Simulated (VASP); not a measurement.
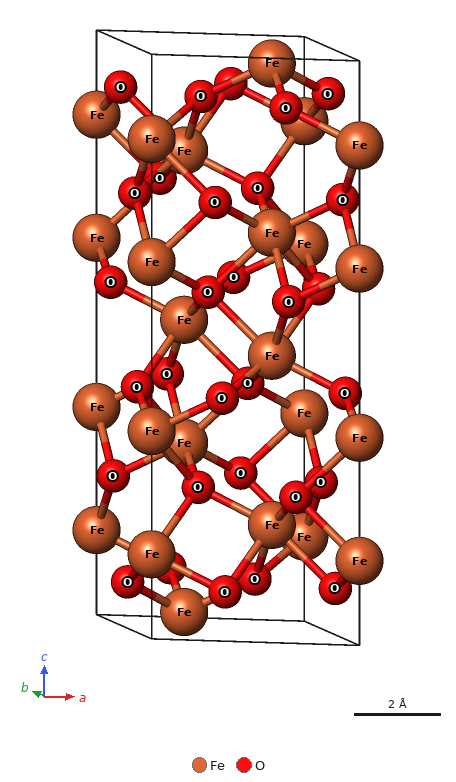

**Figure 1.** The starting structure (ball-and-stick view of the cell 3 times as large as that of the calculation, set on its symmetry axes, seen slightly off an axis).

**Fe2O3: geometry relaxation (part 1 of 3)**

- system: Fe2O3 (R-3c, 10 atoms in the cell)
- method: Kohn-Sham DFT of a periodic cell, RPBE with D3(BJ), VASP PAW PBE potentials, recommended (VASP 6.6.1)

The structure derives from an entry of the Crystallography Open Database. The run did not end well.

OSZICAR:
```
N       E                     dE             d eps       ncg     rms          rms(c)
DAV:   1     0.867315071427E+03    0.86732E+03   -0.34066E+04  8096   0.194E+03
DAV:   2     0.709266450087E+02   -0.79639E+03   -0.73456E+03  8464   0.474E+02
DAV:   3    -0.807719615349E+02   -0.15170E+03   -0.13920E+03  9980   0.223E+02
DAV:   4    -0.903908207437E+02   -0.96189E+01   -0.94706E+01  9848   0.581E+01
DAV:   5    -0.907146857585E+02   -0.32387E+00   -0.32351E+00 10028   0.102E+01    0.465E+01
RMM:   6    -0.800586453952E+02    0.10656E+02   -0.14436E+02  8422   0.866E+01    0.718E+01
RMM:   7    -0.709254470680E+02    0.91332E+01   -0.35302E+01  8374   0.445E+01    0.242E+01
RMM:   8    -0.694615610211E+02    0.14639E+01   -0.42659E+00  8367   0.119E+01    0.104E+01
RMM:   9    -0.697237813570E+02   -0.26222E+00   -0.20963E+00  8757   0.630E+00    0.653E+00
RMM:  10    -0.694946234953E+02    0.22916E+00   -0.81557E-01  8412   0.697E+00    0.128E+00
RMM:  11    -0.695156532010E+02   -0.21030E-01   -0.13398E-01  9295   0.174E+00    0.130E+00
RMM:  12    -0.695155760598E+02    0.77141E-04   -0.16241E-02  9869   0.599E-01    0.834E-01
RMM:  13    -0.695159997511E+02   -0.42369E-03   -0.13049E-02  8737   0.533E-01    0.319E-01
RMM:  14    -0.695164835037E+02   -0.48375E-03   -0.30381E-03  8350   0.398E-01    0.190E-01
RMM:  15    -0.695170294274E+02   -0.54592E-03   -0.74630E-04  8781   0.126E-01    0.336E-01
RMM:  16    -0.695169465448E+02    0.82883E-04   -0.42882E-04  8379   0.110E-01    0.207E-01
RMM:  17    -0.695168816514E+02    0.64893E-04   -0.46646E-04  8853   0.118E-01    0.780E-02
RMM:  18    -0.695169019737E+02   -0.20322E-04   -0.15853E-04  8791   0.521E-02    0.489E-02
RMM:  19    -0.695169148910E+02   -0.12917E-04   -0.52641E-05  8573   0.292E-02    0.252E-02
RMM:  20    -0.695169184910E+02   -0.36000E-05   -0.24218E-05  8883   0.257E-02    0.145E-02
RMM:  21    -0.695169198179E+02   -0.13269E-05   -0.77517E-06  6725   0.124E-02    0.645E-03
RMM:  22    -0.695169202210E+02   -0.40315E-06   -0.10486E-06  4859   0.756E-03
   1 F= -.75931526E+02 E0= -.75882132E+02  d E =-.759315E+02  mag=    14.6917
       N       E                     dE             d eps       ncg     rms          rms(c)
DAV:   1    -0.714599578331E+02   -0.19430E+01   -0.89088E+01 10302   0.735E+01    0.165E+01
RMM:   2    -0.692156530097E+02    0.22443E+01   -0.70720E+00  8813   0.171E+01    0.784E+00
RMM:   3    -0.694643206126E+02   -0.24867E+00   -0.50956E+00  8766   0.108E+01    0.636E+00
RMM:   4    -0.694087490070E+02    0.55572E-01   -0.53486E-01  8370   0.557E+00    0.319E+00
RMM:   5    -0.694408576854E+02   -0.32109E-01   -0.14907E-01  8987   0.237E+00    0.340E+00
RMM:   6    -0.694407163388E+02    0.14135E-03   -0.33153E-02  9594   0.706E-01    0.334E+00
RMM:   7    -0.694217529954E+02    0.18963E-01   -0.46829E-02  9293   0.153E+00    0.384E+00
RMM:   8    -0.695329901350E+02   -0.11124E+00   -0.38105E-01 12140   0.343E+00    0.263E+00
RMM:   9    -0.697802530992E+02   -0.24726E+00   -0.91045E-01 13278   0.513E+00    0.584E+00
RMM:  10    -0.697550486747E+02    0.25204E-01   -0.12327E-02  8380   0.816E-01    0.520E+00
RMM:  11    -0.697059864346E+02    0.49062E-01   -0.58304E-02 10553   0.151E+00    0.438E+00
RMM:  12    -0.697280071373E+02   -0.22021E-01   -0.27516E-02  8920   0.100E+00    0.448E+00
RMM:  13    -0.697128272995E+02    0.15180E-01   -0.54632E-03  8127   0.585E-01    0.475E+00
RMM:  14    -0.696699292419E+02    0.42898E-01   -0.15687E-02 10046   0.774E-01    0.444E+00
   2 F= -.76724164E+02 E0= -.76679153E+02  d E =-.900231E-01  mag=     6.9126
```

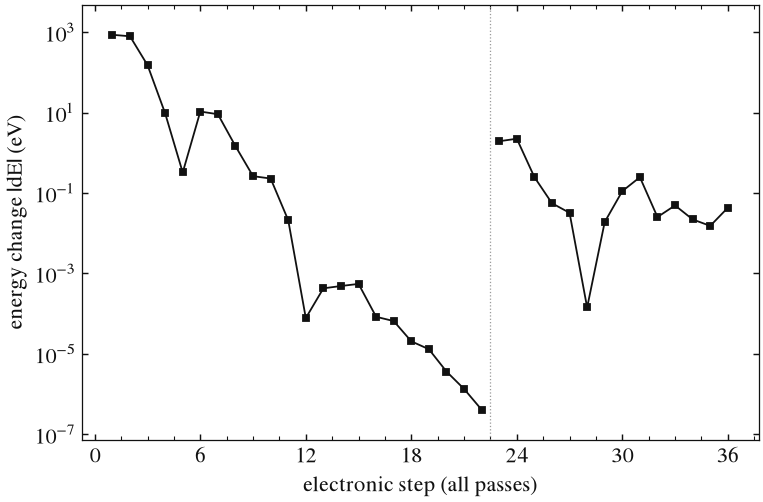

**Figure 2.** Convergence of the self-consistent field: energy change |dE| against the electronic step. Each stretch between dotted lines is the SCF of one geometry step of a relaxation. The 2 ionic steps take 14 to 22 electronic steps each. The density is held fixed in the first few steps, and dE rises again when its update begins.

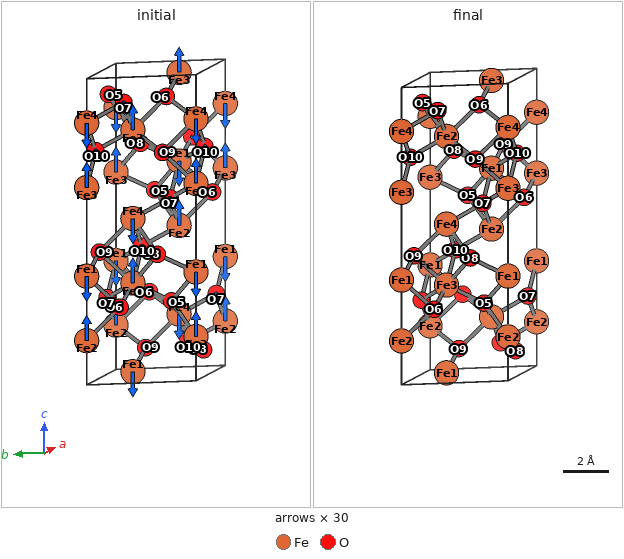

**Figure 3.** Before (left) and after (right) the relaxation, at one scale (ball-and-stick view of the cell 3 times as large as that of the calculation, set on its symmetry axes, seen at an oblique angle). The blue arrows give the displacements (without the part carried along by the change of the cell), magnified 30 times. The run was cut off at its time limit before the relaxation converged, so the last structure is only a point on the way. The largest moves relative to the cell, 0.039 Å, are those of Fe1, Fe2, Fe3 and Fe4. Largest moves by element: Fe 0.039 Å, O 0.003 Å. The volume changes by −7.8 %, with a = b 5.038 → 4.908 Å (−2.6 %), c 13.772 → 13.374 Å (−2.9 %). Distances before and after: Fe1–O5 2.116 → 2.034 Å, Fe1–O10 1.946 → 1.910 Å. The space group stays R-3c (No. 167). Over 1 geometry step the energy falls by 79.3 meV per atom. The largest force component goes from 0.83 to 0.6 eV/Å. (Atoms are counted from 1 in the order of the input.)

Parts of OUTCAR:
```
PREC = Accurate
   ENCUT = 600
   EDIFF = 1E-6
   ISMEAR = -1
   LREAL = False
   LASPH = True
   NELM = 150
   ISIF = 3
   ISPIN = 2
   LORBIT = 11
   GGA = RP
   IVDW = 12
   IBRION = 2
   NSW = 60
   EDIFFG = -0.02
 IVDW          = 12
 VDW_S6        =  1.00000000  s6, scaling of the dipole-dipole dispersion
 VDW_S8        =  0.83179998  s8, scaling of the dipole-quadrupole dispersion
 VDW_A1        =  0.18200000  a1, scaling of the critical radii
 VDW_A2        =  4.00939989  a2, offset of the critical radii
 VDW_RADIUS    = 50.20216178  two-body interaction cutoff (in Angstroms)
 VDW_CNRADIUS  = 21.16708996  CN, coordination number cutoff (in Angstroms)

 ion  position               nearest neighbor table
   1  0.355  0.355  0.355-   9 1.95  10 1.95   8 1.95   7 2.12   5 2.12   6 2.12   2 2.90   3 2.97
                             3 2.97   3 2.97
   2  0.145  0.145  0.145-   8 1.95  10 1.95   9 1.95   7 2.12   5 2.12   6 2.12   1 2.90   4 2.97
                             4 2.97   4 2.97
   3  0.645  0.645  0.645-   6 1.95   7 1.95   5 1.95  10 2.12   9 2.12   8 2.12   4 2.90   1 2.97
                             1 2.97   1 2.97
   4  0.855  0.855  0.855-   5 1.95   7 1.95   6 1.95  10 2.12   9 2.12   8 2.12   3 2.90   2 2.97
                             2 2.97   2 2.97
   5  0.556  0.250  0.944-   4 1.95   3 1.95   1 2.12   2 2.12
   6  0.250  0.944  0.556-   3 1.95   4 1.95   1 2.12   2 2.12
   7  0.944  0.556  0.250-   3 1.95   4 1.95   1 2.12   2 2.12
   8  0.444  0.750  0.056-   2 1.95   1 1.95   3 2.12   4 2.12
   9  0.750  0.056  0.444-   1 1.95   2 1.95   3 2.12   4 2.12
  10  0.056  0.444  0.750-   1 1.95   2 1.95   3 2.12   4 2.12

  LATTYP: Found a trigonal (rhomboedric) cell.
 ALAT       =     5.4345838643
 COS(alpha) =     0.5703114900

  Lattice vectors:

 A1 = (   2.5190000000,   1.4543453281,   4.5906666667)
 A2 = (  -2.5190000000,   1.4543453281,   4.5906666667)
 A3 = (   0.0000000000,  -2.9086906562,   4.5906666667)

Analysis of symmetry for initial positions (statically):
=====================================================================
 Subroutine PRICEL returns:
 Original cell was already a primitive cell.

 Routine SETGRP: Setting up the symmetry group for a
 trigonal (rhombohedral) supercell.

 Subroutine GETGRP returns: Found 12 space group operations
 (whereof  6 operations were pure point group operations)
 out of a pool of 12 trial point group operations.

The static configuration has the point symmetry S_6 .
 The point group associated with its full space group is D_3d.

Analysis of symmetry for dynamics (positions and initial velocities):
=====================================================================
 Subroutine PRICEL returns:
 Original cell was already a primitive cell.

 Routine SETGRP: Setting up the symmetry group for a
 trigonal (rhombohedral) supercell.

 Subroutine GETGRP returns: Found 12 space group operations
 (whereof  6 operations were pure point group operations)
 out of a pool of 12 trial point group operations.

The dynamic configuration has the point symmetry S_6 .
 The point group associated with its full space group is D_3d.

Analysis of structural, dynamic, and magnetic symmetry:
=====================================================================
 Subroutine PRICEL returns:
 Original cell was already a primitive cell.

 Routine SETGRP: Setting up the symmetry group for a
 trigonal (rhombohedral) supercell.

 Subroutine GETGRP returns: Found 12 space group operations
 (whereof  6 operations were pure point group operations)
 out of a pool of 12 trial point group operations.

The overall configuration has the point symmetry S_6 .
 The point group associated with its full space group is D_3d.

 Subroutine INISYM returns: Found 12 space group operations
 (whereof  6 operations are pure point group operations),
 and found     1 'primitive' translations

----------------------------------------------------------------------------------------

                                     Primitive cell

  volume of cell :     100.9073

  direct lattice vectors                    reciprocal lattice vectors
     2.519000000  1.454345328  4.590666667     0.198491465  0.114599101  0.072611095
    -2.519000000  1.454345328  4.590666667    -0.198491465  0.114599101  0.072611095
     0.000000000 -2.908690656  4.590666667     0.000000000 -0.229198201  0.072611095

  length of vectors
     5.434583864  5.434583864  5.434583864     0.240425012  0.240425012  0.240425012

  position of ions in fractional coordinates (direct lattice)
     0.355300000  0.355300000  0.355300000
     0.144700000  0.144700000  0.144700000
     0.644700000  0.644700000  0.644700000
     0.855300000  0.855300000  0.855300000
     0.555900000  0.250000000  0.944100000
     0.250000000  0.944100000  0.555900000
     0.944100000  0.555900000  0.250000000
     0.444100000  0.750000000  0.055900000
     0.750000000  0.055900000  0.444100000
     0.055900000  0.444100000  0.750000000

  ion indices of the primitive-cell ions
   primitive index   ion index
                 1           1
                 2           2
                 3           3
                 4           4
                 5           5
                 6           6
                 7           7
                 8           8
                 9           9
                10          10

----------------------------------------------------------------------------------------

 KPOINTS: Automatic mesh

Automatic generation of k-mesh.
 Grid dimensions read from file:
 generate k-points for:    7    7    7

 Generating k-lattice:

  Cartesian coordinates                     Fractional coordinates (reciprocal lattice)
     0.028355924  0.016371300  0.010373014     0.142857143  0.000000000  0.000000000
    -0.028355924  0.016371300  0.010373014     0.000000000  0.142857143  0.000000000
     0.000000000 -0.032742600  0.010373014     0.000000000  0.000000000  0.142857143

  Length of vectors
     0.034346430  0.034346430  0.034346430

  Shift w.r.t. Gamma in fractional coordinates (k-lattice)
     0.000000000  0.000000000  0.000000000

 Subroutine IBZKPT returns following result:
 ===========================================

 Found     44 irreducible k-points:

 Following reciprocal coordinates:
            Coordinates               Weight
  0.000000  0.000000  0.000000      1.000000
  0.142857  0.000000 -0.000000      6.000000
  0.285714  0.000000 -0.000000      6.000000
  0.428571  0.000000 -0.000000      6.000000
  0.142857  0.142857 -0.000000      6.000000
  0.285714  0.142857  0.000000     12.000000
  0.428571  0.142857 -0.000000     12.000000
 -0.428571  0.142857  0.000000     12.000000
 -0.285714  0.142857  0.000000     12.000000
 -0.142857  0.142857  0.000000      6.000000
  0.285714  0.285714 -0.000000      6.000000
  0.428571  0.285714 -0.000000     12.000000
 -0.428571  0.285714  0.000000     12.000000
 -0.285714  0.285714  0.000000      6.000000
  0.428571  0.428571 -0.000000      6.000000
 -0.428571  0.428571  0.000000      6.000000
  0.142857  0.142857  0.142857      2.000000
  0.285714  0.142857  0.142857      6.000000
  0.428571  0.142857  0.142857      6.000000
 -0.428571  0.142857  0.142857      6.000000
 -0.285714  0.142857  0.142857      6.000000
 -0.142857  0.142857  0.142857      6.000000
  0.285714  0.285714  0.142857      6.000000
  0.428571  0.285714  0.142857     12.000000
 [... further k-points ...]
   k-points           NKPTS =     44   k-points in BZ     NKDIM =     44   number of bands    NBANDS=     46
   number of dos      NEDOS =    301   number of ions     NIONS =     10
   total plane-waves  NPLWV = 110592
   dimension x,y,z NGX =    48 NGY =   48 NGZ =   48
   dimension x,y,z NGXF=    96 NGYF=   96 NGZF=   96
   ions per type =               4   6
   NGX,Y,Z   is equivalent  to a cutoff of  14.68, 14.68, 14.68 a.u.
   NGXF,Y,Z  is equivalent  to a cutoff of  29.37, 29.37, 29.37 a.u.
 SYSTEM =  unknown system
   PREC   = accura    normal or accurate (medium, high low for compatibility)
   ISTART =      0    job   : 0-new  1-cont  2-samecut
   ICHARG =      2    charge: 1-file 2-atom 10-const
   ISPIN  =      2    spin polarized calculation?
   LNONCOLLINEAR =      F non collinear calculations
   LSORBIT =      F    spin-orbit coupling
   LASPH  =      T    aspherical Exc in radial PAW
   ENCUT  =  600.0 eV  44.10 Ry    6.64 a.u.  10.85 10.85 10.85*2*pi/ulx,y,z
   NELM   =    150;   NELMIN=  2; NELMDL= -5     # of ELM steps
   EDIFF  = 0.1E-05   stopping-criterion for ELM
   LREAL  =      F    real-space projection
   EDIFFG = -.2E-01   stopping-criterion for IOM
   NSW    =     60    number of steps for IOM
   IBRION =      2    ionic relax: 0-MD 1-quasi-New 2-CG
   NFREE  =      1    steps in history (QN), initial steepest desc. (CG)
   ISIF   =      3    stress and relaxation
   ISYM   =      2    0-nonsym 1-usesym 2-fastsym
   POTIM  = 0.5000    time-step for ionic-motion
   TEBEG  =    0.0;   TEEND  =   0.0 temperature during run
   PSTRESS=    0.0 pullay stress
   NELECT =      68.0000    total number of electrons
   NUPDOWN=      -1.0000    fix difference up-down
   EMIN   =  10.00;   EMAX   =-10.00  energy-range for DOS
   EFERMI =   0.00;   METHOD = LEGACY
   ISMEAR =    -1;   SIGMA  =   0.05  broadening in eV -4-tet -1-fermi 0-gaus
   EFERMI_NEDOS =   21; number of points for ismear=-14 and -15
   IALGO  =     68    algorithm
   IMIX   =      4    mixing-type and parameters
     AMIX     =   0.40;   BMIX     =  1.00
     AMIX_MAG =   1.60;   BMIX_MAG =  1.00
  volume/ion in A,a.u.               =      10.09        68.10
  Fermi-wavevector in a.u.,A,eV,Ry     =   1.435281  2.712288 28.028426  2.060031
  Thomas-Fermi vector in A             =   2.554597
   LORBIT       =     11    0 simple, 1 ext, 2 COOP (PROOUT), +10 PAW based schemes
   GGA     = RP    functional components
   LHFCALC =     F    Hartree Fock is set to
   AEXX    =    0.0000 exact exchange contribution
   IVDW    =    12    specifies the selected vdW correction
   LEPSILON=     F    determine dielectric tensor
```
